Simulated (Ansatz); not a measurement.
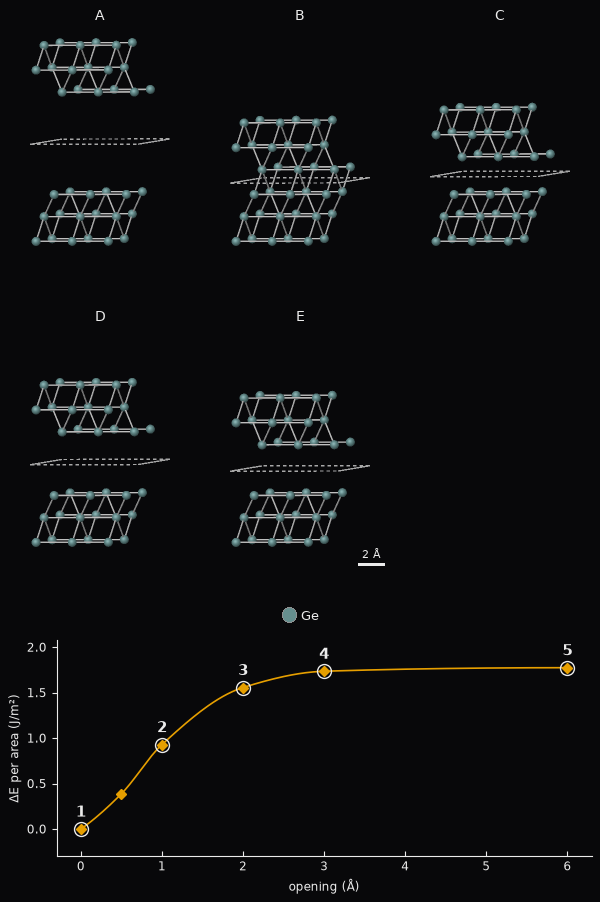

Energy scan for a crystal of Ge (I4_1/amd), in which the crystal is pulled apart rigidly along the normal of the (−1 1 0) plane of the conventional cell, at a cut between a plane of Ge below and one of Ge above, 1.81 Å apart. One cut stands in each cell, which starts 14.5 Å high; nothing is relaxed, and the dashed outline marks the cut. The frames are shuffled; the numbered points of the plot belong to them. The picture is a ball-and-stick view of the layers on both sides of the cut, seen from the side, nearly along the cut plane.

Computed with DFT PBEsol, scalar-relativistic, plane waves, PAW in Ansatz 0.2.0. Settings: plane-wave cutoff 420 eV; k-point mesh 22 × 16 × 4; occupations gaussian; smearing width 0.15 eV; no spin polarisation. Energies (free energies at the smearing named) are counted from the relaxed crystal.

**Match the frames to the points.**

Point 1 is frame B (the opening 0.00 Å, 0.000 J/m²); 2 is frame C (the opening 1.00 Å, 0.929 J/m²); 3 is frame E (the opening 2.00 Å, 1.556 J/m²); 4 is frame D (the opening 3.00 Å, 1.736 J/m²); 5 is frame A (the opening 6.00 Å, 1.775 J/m²). At the widest opening, 6.00 Å, the energy has risen by 1.775 J/m², where the curve has levelled off: this is the ideal work of separation, the sum of the two unrelaxed surface energies of a slab 14.5 Å thick. The steepest rise lies between 0.50 Å and 1.00 Å, with a mean traction of about 11 GPa.
